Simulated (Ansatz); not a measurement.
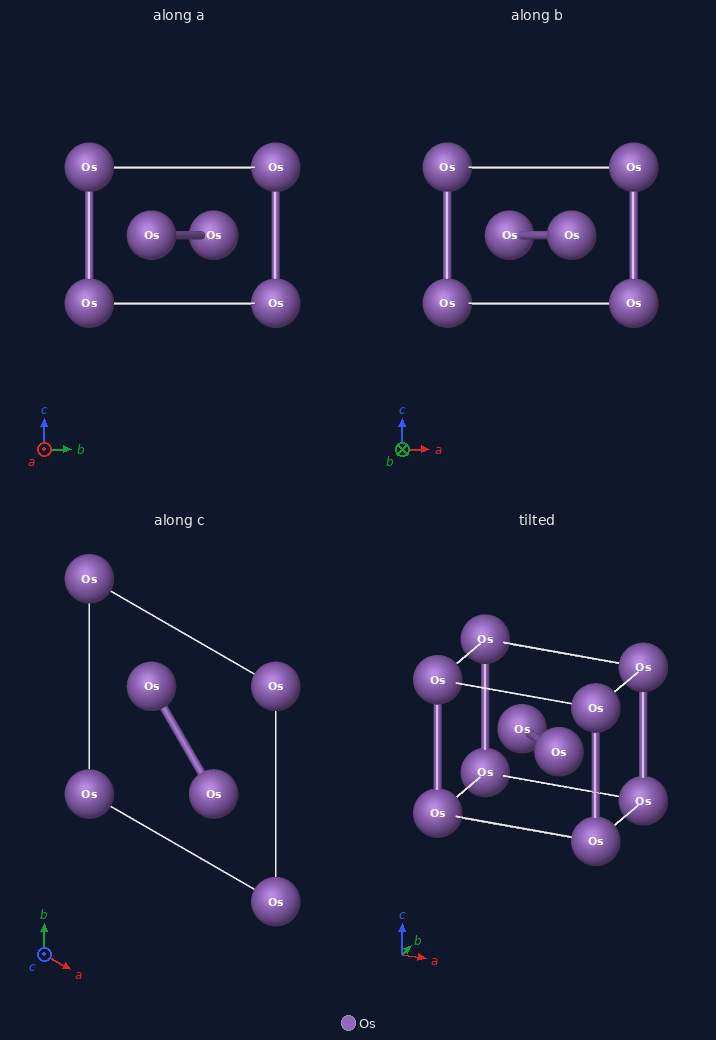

An orthographic ball-and-stick view of the structure, along the a axis, along the b axis, along the c axis and slightly off an axis. Atoms at the boundary of the conventional unit cell (the box) are drawn once for each face, edge or corner they touch.

Lattice parameters: a = 4.383 Å, b = 4.383 Å, c = 2.768 Å, α = 90.00°, β = 90.00°, γ = 120.00°. Put a along x and b in the xy plane.

### Express the structure as a POSCAR file.

```
Os
1.0
     4.383    0.000    0.000
    -2.191    3.795    0.000
     0.000    0.000    2.768
Os
3
Direct
  0.0000 0.0000 0.0000
  0.3333 0.6667 0.5000
  0.6667 0.3333 0.5000
```

Origin of the cell: a structure type filled with this element by a generator (whether the element takes this form wasn't checked). Earlier steps of the study may have refined or changed the cell and positions. A calculation with Ansatz used it as input.
